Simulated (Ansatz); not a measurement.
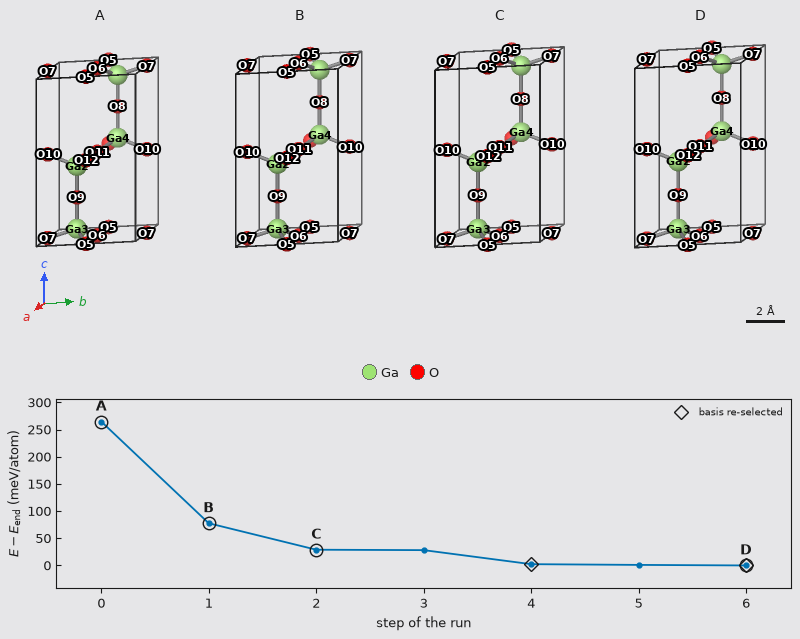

Frames of a relaxation of a crystal of GaO2 (a generated structure, set up in P6_3/mmc) (coarse preliminary run), marked on the history of the run. The picture is a ball-and-stick view of the cell of the calculation, seen slightly off an axis.

Level of theory: DFT PBE, scalar-relativistic, plane waves, PAW (Ansatz 0.2.0). Set-up: plane-wave cutoff 420 eV; k-point mesh 6 × 6 × 2; occupations gaussian; smearing width 0.1 eV; collinear spin; cell and atoms relaxed; force threshold 0.04 eV/Å; at most 70 steps.

> What happens along the run?

No atom moves by more than 0.005 Å relative to the cell. The drawn cell changes as follows: a = b 5.571 → 5.958 Å (+6.9 %), c 9.097 → 9.745 Å (+7.1 %); the volume changes by +22.5 %. Among the contacts that change: Ga–O 1.706 → 1.825 Å. The space group stays P6_3/mmc (No. 194). The energy falls by 265 meV per atom in 4 accepted moves (6 points after the start). Largest force component: 0.019 eV/Å at the start, 0.0017 eV/Å at the end. Pressure: 21.50 GPa at the start and 0.26 GPa at the end. At 2 points the geometry stayed and the basis and grid were re-selected for the new cell (energy shift of 25.8 meV per atom at most each time). From step 0 to 1: volume +10.3 %, energy −187 meV per atom. From step 1 to 2: volume +7.7 %, energy −48.7 meV per atom. From step 2 to 6: volume +3.2 %, energy −29.0 meV per atom.

| step | E − E(0), meV/atom | largest force component, eV/Å | pressure, GPa | volume, Å³/atom | note |
| --- | --- | --- | --- | --- | --- |
| 0 | 0.00 | 0.0192 | 21.50 | 20.375 |  |
| 1 | -187.09 | 0.0082 | 8.82 | 22.465 |  |
| 2 | -235.78 | 0.0053 | 1.35 | 24.190 |  |
| 3 | -236.55 | 0.0009 | 0.11 | 24.531 |  |
| 4 | -262.38 | 0.0006 | 1.52 | 24.531 | same geometry, new basis |
| 5 | -263.73 | 0.0017 | 0.25 | 24.965 |  |
| 6 | -264.74 | 0.0017 | 0.26 | 24.965 | same geometry, new basis |
